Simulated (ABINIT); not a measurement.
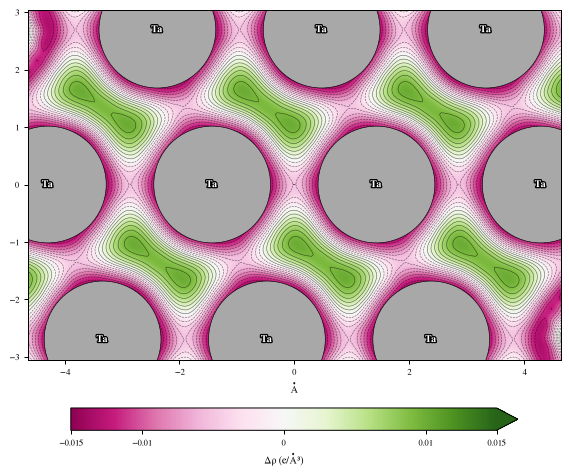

Ta. Difference of the valence pseudo-densities of two functionals at the same geometry, on the (100) plane of the calculation cell: one of BP86 and r2SCAN less the other.

Both computed with ABINIT (plane waves, PAW), on the same k-point mesh. Grey discs cover the atomic cores.

```
Ta
1.0
    -1.65128    1.65128    1.65128
     1.65128   -1.65128    1.65128
     1.65128    1.65128   -1.65128
Ta
1
Direct
  0.00000 0.00000 0.00000
```

Q: Which was subtracted from which, and what does the map show?

A: It is r2SCAN less BP86. Against BP86, r2SCAN gives less density around Ta (−0.006 e/Å³ on average at 1.2 Å from the nucleus) and a change of −0.005 e/Å³ at the midpoint of Ta–Ta.
